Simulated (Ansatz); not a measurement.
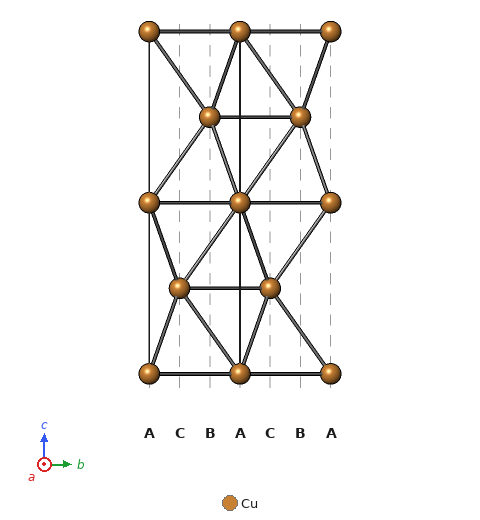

The picture looks along a close-packed row of the hexagonal mesh; c points upwards. The dashed lines mark the three columns A (0, 0), B (1/3, 2/3) and C (2/3, 1/3). The sequence starts with the first layer at or above the cell's origin.

System Cu (space group P6_3/mmc, No. 194); source of the atomic positions: the end point of a relaxation with Ansatz, DFT PBE+D3(BJ), scalar-relativistic, plane waves, PAW; the starting structure was generated, so it need not be a known form of this composition.

Question: Give the sequence of layers in one repeat, with element and column.

Answer: Cu(A) – Cu(C) – Cu(A) – Cu(B) (four layers in 8.23 Å).

Question: Taking all atoms as equal spheres, what packing is it?

Answer: As equal spheres, ACAB: a mixed close packing, (ch) in Jagodzinski's notation.

Question: What short polytype symbol fits?

Answer: Polytype symbol 4H, Ramsdell's symbol (number of layers in the repeat and lattice).
